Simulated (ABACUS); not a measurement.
## LiF: band-structure run

System: LiF (Fm-3m, 2 atoms in the cell).
Method: Kohn-Sham DFT of a periodic cell, HCTH407, GBRV ultrasoft 1.5 PBE, no spin polarisation (ABACUS 3.10.1).

The structure derives from an entry of the Crystallography Open Database. It belongs to a series of runs on one base structure; here: bands on the converged density.

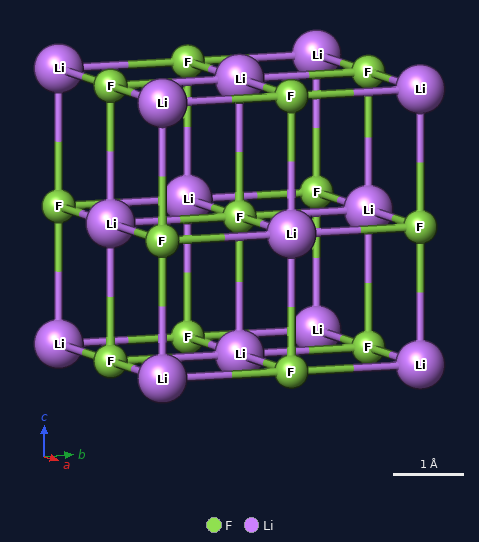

Fig. 1: The structure (ball-and-stick view of the cell 4 times as large as that of the calculation, set on its symmetry axes, seen slightly off an axis). Near neighbours in the crystal (not all of them lie inside the picture): F has 6 Li at 2.01 Å; Li has 6 F at 2.01 Å.

### Input file
```
INPUT_PARAMETERS
suffix              LiF
calculation         nscf
basis_type          pw
pseudo_dir          ./
symmetry            -1
dft_functional      GGA_XC_HCTH_407
ecutwfc             40.0
pseudo_rcut         10
nspin               1
nbands              15
ks_solver           dav
smearing_method     fd
smearing_sigma      0.00367493
scf_thr             1e-08
scf_nmax            100
mixing_type         broyden
mixing_beta         0.7
ecutrho             320.0
init_chg            file
pw_diag_thr         1e-07
out_band            1
kpar                4
```

### File STRU
```
ATOMIC_SPECIES
F 18.9984 f_pbe_v1.4.uspp.F.UPF
Li 6.9400 li_pbe_v1.4.uspp.F.UPF

LATTICE_CONSTANT
1.8897261246

LATTICE_VECTORS
-2.0140000000 0.0000000000 2.0140000000
0.0000000000 2.0140000000 2.0140000000
-2.0140000000 2.0140000000 0.0000000000

ATOMIC_POSITIONS
Direct

F
0.0
1
0.5000000000 0.5000000000 0.5000000000 1 1 1

Li
0.0
1
0.0000000000 0.0000000000 0.0000000000 1 1 1
```

### File KPT
```
K_POINTS
12
Line
0.00000000 0.00000000 0.00000000 10 // G
0.50000000 0.00000000 0.50000000 10 // X
0.50000000 0.25000000 0.75000000 10 // W
0.37500000 0.37500000 0.75000000 10 // K
0.00000000 0.00000000 0.00000000 10 // G
0.50000000 0.50000000 0.50000000 10 // L
0.62500000 0.25000000 0.62500000 10 // U
0.50000000 0.25000000 0.75000000 10 // W
0.50000000 0.50000000 0.50000000 10 // L
0.37500000 0.37500000 0.75000000 1 // K
0.62500000 0.25000000 0.62500000 10 // U
0.50000000 0.00000000 0.50000000 1 // X
```

Hardware: 4 threads of Intel Xeon @ 2.50GHz (Skylake/Cascade Lake), 16 GiB of memory available, shared host.

Run as:
```bash
OMP_NUM_THREADS=1 mpirun -np 4 abacus > log
```

### What the program printed
```
ABACUS v3.10.1

               Atomic-orbital Based Ab-initio Computation at UStc

 ------------------------------------------------------------------------------------

 READING GENERAL INFORMATION
                           global_out_dir = OUT.LiF/
                           global_in_card = INPUT
                               pseudo_dir = ./
                              orbital_dir =
                                    DSIZE = 4
                                    GSIZE = 1

 READING UNITCELL INFORMATION
                                    ntype = 2
                  lattice constant (Bohr) = 1.88973
              lattice constant (Angstrom) = 1

 READING ATOM TYPE 1
                               atom label = F
                      L=0, number of zeta = 1
                      L=1, number of zeta = 1
                      L=2, number of zeta = 1
             number of atom for this type = 1

 READING ATOM TYPE 2
                               atom label = Li
                      L=0, number of zeta = 1
                      L=1, number of zeta = 1
                      L=2, number of zeta = 1
             number of atom for this type = 1

                        TOTAL ATOM NUMBER = 2
DIRECT COORDINATES
    atom                   x                   y                   z     mag                  vx                  vy                  vz
taud_F1            0.5000000000        0.5000000000        0.5000000000  0.0000        0.0000000000        0.0000000000        0.0000000000
taud_Li1            0.0000000000        0.0000000000        0.0000000000  0.0000        0.0000000000        0.0000000000        0.0000000000

                          Volume (Bohr^3) = 110.257
                             Volume (A^3) = 16.3383

 Lattice vectors: (Cartesian coordinate: in unit of a_0)
               -2.014                  +0              +2.014
                   +0              +2.014              +2.014
               -2.014              +2.014                  +0
 Reciprocal vectors: (Cartesian coordinate: in unit of 2 pi/a_0)
            -0.248262           -0.248262           +0.248262
            +0.248262           +0.248262           +0.248262
            -0.248262           +0.248262           -0.248262
 The esolver type has been set to : ksdft_pw

                PAO radial cut off (Bohr) = 10

 Read in pseudopotential file is f_pbe_v1.4.uspp.F.UPF
                     pseudopotential type = US
          exchange-correlation functional = PBE
                 nonlocal core correction = 0
                        valence electrons = 7
                                     lmax = 1
                           number of zeta = 2
                     number of projectors = 4
                           L of projector = 0
                           L of projector = 0
                           L of projector = 1
                           L of projector = 1
 XC functional updated to : GGA_XC_HCTH_407
          exchange-correlation functional = GGA_XC_HCTH_407
                PAO radial cut off (Bohr) = 10

 Read in pseudopotential file is li_pbe_v1.4.uspp.F.UPF
                     pseudopotential type = US
          exchange-correlation functional = PBE
                 nonlocal core correction = 0
                        valence electrons = 3
                                     lmax = 1
                           number of zeta = 3
                     number of projectors = 5
                           L of projector = 0
                           L of projector = 0
                           L of projector = 0
                           L of projector = 1
                           L of projector = 1
 XC functional updated to : GGA_XC_HCTH_407
          exchange-correlation functional = GGA_XC_HCTH_407
     initial pseudo atomic orbital number = 9

 SETUP THE ELECTRONS NUMBER
             electron number of element F = 7
       total electron number of element F = 7
            electron number of element Li = 3
      total electron number of element Li = 3
            AUTOSET number of electrons:  = 10
                           occupied bands = 5
                                   NBANDS = 15
                                   NLOCAL = 18

%%%%%%%%%%%%%%%%%%%%%%%%%%%%%%%%%%%%%%%%%%%%%%%%%%%%%%%%%%%%%%%%%%%%%%%%%%%%%%%%%%%%%%%%%%%%%%%%%%%%%%%%%%
 Warning: the number of valence electrons in pseudopotential > 1 for Li: [He] 2s1
 Pseudopotentials with additional electrons can yield (more) accurate outcomes, but may be less efficient.
 If you're confident that your chosen pseudopotential is appropriate, you can safely ignore this warning.
%%%%%%%%%%%%%%%%%%%%%%%%%%%%%%%%%%%%%%%%%%%%%%%%%%%%%%%%%%%%%%%%%%%%%%%%%%%%%%%%%%%%%%%%%%%%%%%%%%%%%%%%%%

 SETUP THE PLANE WAVE BASIS
 energy cutoff for charge/potential (unit:Ry) = 160
            fft grid for charge/potential = [ 24, 24, 24 ]
                        fft grid division = [ 1, 1, 1 ]
        big fft grid for charge/potential = [ 32, 32, 32 ]
                                     nbxx = 32768
                                     nrxx = 13824

 SETUP PLANE WAVES FOR CHARGE/POTENTIAL
                    number of plane waves = 3719
                         number of sticks = 313

 PARALLEL PW FOR CHARGE/POTENTIAL
     PROC   COLUMNS(POT)             PW
        1            313           3719
 --------------- sum -------------------
        1            313           3719
                            number of |g| = 80
                                  max |g| = 14.2991
                                  min |g| = 0

 energy cutoff for dense charge/potential (unit:Ry) = 320
      fft grid for dense charge/potential = [ 32, 32, 32 ]
                                     nrxx = 32768

 SETUP PLANE WAVES FOR dense CHARGE/POTENTIAL
                    number of plane waves = 10777
                         number of sticks = 649

 PARALLEL PW FOR dense CHARGE/POTENTIAL
     PROC   COLUMNS(POT)             PW
        1            649          10777
 --------------- sum -------------------
        1            649          10777
                            number of |g| = 159
                                  max |g| = 28.8448
                                  min |g| = 0

----------- Double Check Mixing Parameters Begin ------------
mixing_type: broyden
mixing_beta: 0.7
mixing_gg0: 1
mixing_gg0_min: 0.1
mixing_ndim: 8
----------- Double Check Mixing Parameters End ------------

 SETUP K-POINTS
                                    nspin = 1
                                   nkstot = 102
K-POINTS DIRECT COORDINATES
 KPOINTS    DIRECT_X    DIRECT_Y    DIRECT_Z  WEIGHT
       1  0.00000000  0.00000000  0.00000000  1.0000
       2  0.05000000  0.00000000  0.05000000  1.0000
       3  0.10000000  0.00000000  0.10000000  1.0000
       4  0.15000000  0.00000000  0.15000000  1.0000
       5  0.20000000  0.00000000  0.20000000  1.0000
       6  0.25000000  0.00000000  0.25000000  1.0000
       7  0.30000000  0.00000000  0.30000000  1.0000
       8  0.35000000  0.00000000  0.35000000  1.0000
       9  0.40000000  0.00000000  0.40000000  1.0000
      10  0.45000000  0.00000000  0.45000000  1.0000
      11  0.50000000  0.00000000  0.50000000  1.0000
      12  0.50000000  0.02500000  0.52500000  1.0000
      13  0.50000000  0.05000000  0.55000000  1.0000
      14  0.50000000  0.07500000  0.57500000  1.0000
      15  0.50000000  0.10000000  0.60000000  1.0000
      16  0.50000000  0.12500000  0.62500000  1.0000
      17  0.50000000  0.15000000  0.65000000  1.0000
      18  0.50000000  0.17500000  0.67500000  1.0000
      19  0.50000000  0.20000000  0.70000000  1.0000
      20  0.50000000  0.22500000  0.72500000  1.0000
      21  0.50000000  0.25000000  0.75000000  1.0000
      22  0.48750000  0.26250000  0.75000000  1.0000
      23  0.47500000  0.27500000  0.75000000  1.0000
      24  0.46250000  0.28750000  0.75000000  1.0000
      25  0.45000000  0.30000000  0.75000000  1.0000
      26  0.43750000  0.31250000  0.75000000  1.0000
      27  0.42500000  0.32500000  0.75000000  1.0000
      28  0.41250000  0.33750000  0.75000000  1.0000
      29  0.40000000  0.35000000  0.75000000  1.0000
      30  0.38750000  0.36250000  0.75000000  1.0000
[... 72 further k points ...]

           k-point number in this process = 26
       minimum distributed K point number = 25

[... K-POINTS CARTESIAN COORDINATES: 26 rows ...]

[... K-POINTS DIRECT COORDINATES: 26 rows ...]

 SETUP PLANE WAVES FOR WAVE FUNCTIONS
     energy cutoff for wavefunc (unit:Ry) = 40
              fft grid for wave functions = [ 24, 24, 24 ]
                    number of plane waves = 725
                         number of sticks = 109

 PARALLEL PW FOR WAVE FUNCTIONS
     PROC   COLUMNS(POT)             PW
        1            109            725
 --------------- sum -------------------
        1            109            725

 SETUP NONLOCAL PSEUDOPOTENTIALS IN PLANE WAVE BASIS
 F non-local projectors:
 projector 1 L=0
 projector 2 L=0
 projector 3 L=1
 projector 4 L=1
 Li non-local projectors:
 projector 1 L=0
 projector 2 L=0
 projector 3 L=0
 projector 4 L=1
 projector 5 L=1
      TOTAL NUMBER OF NONLOCAL PROJECTORS = 17

 Init Non-Local PseudoPotential table :
 Init Non-Local-Pseudopotential done.

                                     npwx = 495

 Make real space PAO into reciprocal space.
       max mesh points in Pseudopotential = 625
     dq(describe PAO in reciprocal space) = 0.01
                                    max q = 763

 number of pseudo atomic orbitals for F is 2

 number of pseudo atomic orbitals for Li is 3
WARNING: norm of atomic wavefunction # 2 of atomic type Li is 0.999325, renormalized
WARNING: norm of atomic wavefunction # 3 of atomic type Li is 0.995522, renormalized

 -------------------------------------------
 NONSELF-CONSISTENT
 -------------------------------------------
                                 init_chg = file
 try to read charge from file
 Read in the charge density: OUT.LiF//LiF-CHARGE-DENSITY.restart

 PW ALGORITHM --------------- ION=   1  ELEC=   1--------------------------------
 k(1/102) Iter steps (avg)=9 threshold=1e-07
 k(2/102) Iter steps (avg)=9 threshold=1e-07
 k(3/102) Iter steps (avg)=10 threshold=1e-07
 k(4/102) Iter steps (avg)=9 threshold=1e-07
 k(5/102) Iter steps (avg)=11 threshold=1e-07
 k(6/102) Iter steps (avg)=9 threshold=1e-07
 k(7/102) Iter steps (avg)=17 threshold=1e-07
 k(8/102) Iter steps (avg)=23 threshold=1e-07
 k(9/102) Iter steps (avg)=14 threshold=1e-07
 k(10/102) Iter steps (avg)=21 threshold=1e-07
 k(11/102) Iter steps (avg)=19 threshold=1e-07
 k(12/102) Iter steps (avg)=16 threshold=1e-07
 k(13/102) Iter steps (avg)=15 threshold=1e-07
 k(14/102) Iter steps (avg)=18 threshold=1e-07
 k(15/102) Iter steps (avg)=18 threshold=1e-07
 k(16/102) Iter steps (avg)=16 threshold=1e-07
 k(17/102) Iter steps (avg)=19 threshold=1e-07
 k(18/102) Iter steps (avg)=19 threshold=1e-07
 k(19/102) Iter steps (avg)=18 threshold=1e-07
 k(20/102) Iter steps (avg)=20 threshold=1e-07
 k(21/102) Iter steps (avg)=24 threshold=1e-07
 k(22/102) Iter steps (avg)=19 threshold=1e-07
 k(23/102) Iter steps (avg)=20 threshold=1e-07
 k(24/102) Iter steps (avg)=19 threshold=1e-07
 k(25/102) Iter steps (avg)=19 threshold=1e-07
 k(26/102) Iter steps (avg)=19 threshold=1e-07
[... levels at 26 k points of this process ...]

 Density error is 0.00000000000
                          Error Threshold = 1.00000000000e-07
----------------------------------------------------------
     Energy           Rydberg                 eV
----------------------------------------------------------
 E_KohnSham     -63.7899615199       -867.9069518712
 E_KS(sigma->0) -63.7899615199       -867.9069518712
 E_Harris       -63.7899615199       -867.9069518712
 E_band         -8.9301270302        -121.5006114743
 E_one_elec     -27.2820647674       -371.1915340411
 E_Hartree      17.8757042450        243.2114334943
 E_xc           -13.4353243340       -182.7969654203
 E_Ewald        -40.9482766635       -557.1298859041
 E_entropy(-TS) -0.0000000000        -0.0000000000
 E_descf        0.0000000000         0.0000000000
 E_exx          0.0000000000         0.0000000000
 E_Fermi        0.1658009316         2.2558374041
----------------------------------------------------------

 charge density convergence is achieved
 final etot is -867.90695187 eV
 EFERMI = 2.2558374041 eV

 STATE ENERGY(eV) AND OCCUPATIONS    NSPIN == 1
 1/26 kpoint (Cartesian) = 0.0000 0.0000 0.0000 (459 pws)
       1       -40.6818      0.0196078
       2       -19.3170      0.0196078
       3       0.742619      0.0196078
       4       0.742619      0.0196078
       5       0.742619      0.0196078
       6        10.6552    2.17104e-75
       7        25.5563        0.00000
       8        25.5563        0.00000
       9        25.5563        0.00000
      10        25.8788        0.00000
      11        25.8788        0.00000
      12        25.8788        0.00000
      13        29.3415        0.00000
      14        32.8522        0.00000
      15        32.8522        0.00000

 2/26 kpoint (Cartesian) = -0.024826 0.0000 0.0000 (487 pws)
       1       -40.6801      0.0196078
       2       -19.3044      0.0196078
       3       0.681236      0.0196078
       4       0.718337      0.0196078
       5       0.718337      0.0196078
       6        10.7558    2.90081e-76
       7        24.5950        0.00000
       8        24.5950        0.00000
       9        25.1377        0.00000
      10        25.1666        0.00000
      11        27.0647        0.00000
      12        27.0647        0.00000
      13        30.2382        0.00000
      14        32.9395        0.00000
      15        33.3588        0.00000

 3/26 kpoint (Cartesian) = -0.049652 0.0000 0.0000 (495 pws)
       1       -40.6753      0.0196078
       2       -19.2669      0.0196078
       3       0.502769      0.0196078
       4       0.649261      0.0196078
       5       0.649261      0.0196078
       6        11.0529    7.62910e-79
       7        23.7071        0.00000
       8        23.7071        0.00000
       9        23.8895        0.00000
      10        24.1831        0.00000
      11        28.6215        0.00000
      12        28.6215        0.00000
      13        32.0692        0.00000
      14        33.2019        0.00000
      15        34.5003        0.00000

 4/26 kpoint (Cartesian) = -0.074479 0.0000 0.0000 (487 pws)
       1       -40.6678      0.0196078
       2       -19.2059      0.0196078
       3       0.218143      0.0196078
       4       0.542765      0.0196078
       5       0.542765      0.0196078
       6        11.5316    5.29471e-83
       7        22.6198        0.00000
       8        23.0215        0.00000
       9        23.0215        0.00000
      10        23.1084        0.00000
      11        30.4026        0.00000
      12        30.4026        0.00000
      13        33.6376        0.00000
      14        34.2621        0.00000
      15        35.6242        0.00000

 5/26 kpoint (Cartesian) = -0.099305 0.0000 0.0000 (480 pws)
       1       -40.6585      0.0196078
       2       -19.1242      0.0196078
       3      -0.152441      0.0196078
       4       0.409835      0.0196078
       5       0.409835      0.0196078
       6        12.1680    1.57244e-88
       7        21.4775        0.00000
       8        22.1176        0.00000
       9        22.5214        0.00000
      10        22.5214        0.00000
      11        32.3959        0.00000
      12        32.3959        0.00000
      13        34.2428        0.00000
      14        36.2327        0.00000
      15        36.6968        0.00000

 6/26 kpoint (Cartesian) = -0.12413 0.0000 0.0000 (480 pws)
       1       -40.6483      0.0196078
       2       -19.0271      0.0196078
       3      -0.577873      0.0196078
       4       0.263950      0.0196078
       5       0.263950      0.0196078
       6        12.9282        0.00000
       7        20.4951        0.00000
       8        21.2770        0.00000
       9        22.1814        0.00000
      10        22.1814        0.00000
      11        34.5854        0.00000
      12        34.5854        0.00000
      13        35.0101        0.00000
      14        36.2151        0.00000
      15        39.3403        0.00000

[... levels at 20 further k points ...]

 --------------------------------------------
 !FINAL_ETOT_IS -867.9069518711527 eV
 --------------------------------------------

 Output bands in file: OUT.LiF/BANDS_1.dat
```

### Standard output
```
ABACUS v3.10.1,Total thread number: 4,Local thread limit: 96

               Atomic-orbital Based Ab-initio Computation at UStc

 dft_functional readin is: GGA_XC_HCTH_407
 dft_functional in pseudopot file is: PBE
 Please make sure this is what you need
 dft_functional readin is: GGA_XC_HCTH_407
 dft_functional in pseudopot file is: PBE
 Please make sure this is what you need

%%%%%%%%%%%%%%%%%%%%%%%%%%%%%%%%%%%%%%%%%%%%%%%%%%%%%%%%%%%%%%%%%%%%%%%%%%%%%%%%%%%%%%%%%%%%%%%%%%%%%%%%%
 Warning: the number of valence electrons in pseudopotential > 1 for Li: [He] 2s1
 Pseudopotentials with additional electrons can yield (more) accurate outcomes, but may be less efficient.
 If you're confident that your chosen pseudopotential is appropriate, you can safely ignore this warning.
%%%%%%%%%%%%%%%%%%%%%%%%%%%%%%%%%%%%%%%%%%%%%%%%%%%%%%%%%%%%%%%%%%%%%%%%%%%%%%%%%%%%%%%%%%%%%%%%%%%%%%%%%

 UNIFORM GRID DIM        : 24 * 24 * 24
 UNIFORM GRID DIM(BIG)   : 32 * 32 * 32
 UNIFORM GRID DIM(DENSE) : 32 * 32 * 32
func,idGGA_XC_HCTH_407 164
 ---------------------------------------------------------
 ---------------------------------------------------------
 SPIN    KPOINTS         PROCESSORS  THREADS
 1       102             4           4
 ---------------------------------------------------------
 Use plane wave basis
 ---------------------------------------------------------
 ELEMENT NATOM       XC
 F       1
 Li      1
 ---------------------------------------------------------
 Initial plane wave basis and FFT box
 ---------------------------------------------------------
 -------------------------------------------
 NONSELF-CONSISTENT :
 -------------------------------------------
 START CHARGE      : file
 ITER       ETOT/eV          EDIFF/eV         DRHO     TIME/s
 DA1     -8.67906952e+02   0.00000000e+00   0.0000e+00   1.43
```

### Results in brief

| quantity | value |
| --- | --- |
| outcome | converged |
| space group (tolerance 0.01 Å) | Fm-3m (225) |
| electrons treated | 10 |
| Fermi energy of the self-consistent step | 2.039 eV |
| gap on the band path | 9.91 eV |
| wall time | 2.2 s (CPU time 8.6 s) |
| peak memory | 0.36 GiB |
